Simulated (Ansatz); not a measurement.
GaAs

The calculation's input:

```
crystal:
  lattice:
    - [0.0444469995, 2.8350836082, 2.8350836082]
    - [2.8350836082, 0.0444469995, 2.8350836082]
    - [2.8350836082, 2.8350836082, 0.0444469995]
  atoms:
    - { symbol: Ga, position: [0.0, 0.0, 0.0] }
    - { symbol: As, position: [0.25, 0.25, 0.25] }
scf:
  occupations: { method: fixed }
output:
  forces: true
  stress: true
  eigenvalues: true
  write_density: true
  write_potential: true
  elf: true
  volumetric_format: npy
hamiltonian:
  xc: lda
relax:
  f_tol: 0.0005
  max_steps: 60
kpoints:
  mp_grid: { grid: [10, 10, 10] }
```

Run with:

```sh
ansatz run input.yaml --threads 8 --pin off --max-ram 12288MiB --backend cpu --events-out ev --progress --plain --runs-dir out
```

Below, planes, directions and counts refer to the conventional cell (a = 3.95 Å, b = 3.95 Å, c = 9.90 Å, α = 90.00°, β = 90.00°, γ = 120.00°).

Space group R3m; a generated structure, not necessarily the stable one.

These are results of Ansatz 0.2.0, DFT LDA, scalar-relativistic, plane waves, PAW, not measurements.

### What will maps of the valence pseudo-density and electron localisation function show?

Ga–As (2.43 Å): ρ at the midpoint is about 0.51 e/Å³; the ELF peaks at about 0.75 between the atoms: localised, covalent bonding.

### Metal or insulator at this level of theory?

It is gapped, with a Kohn–Sham gap of 0.32 eV on the k-point mesh, an upper bound to the gap of this method.

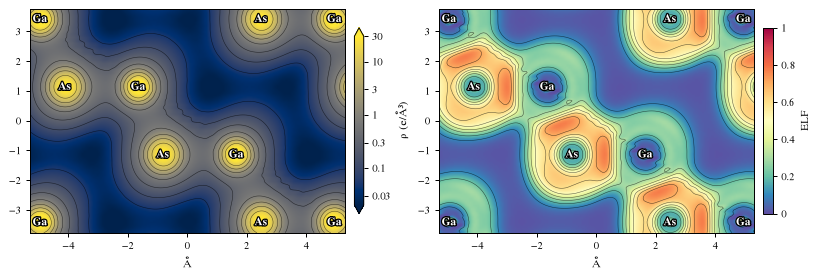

Computed valence pseudo-density and electron localisation function on the (110) plane of the conventional cell, in this order. 

Core electrons are frozen (PAW), and the valence fields are smoothed inside the atomic spheres.
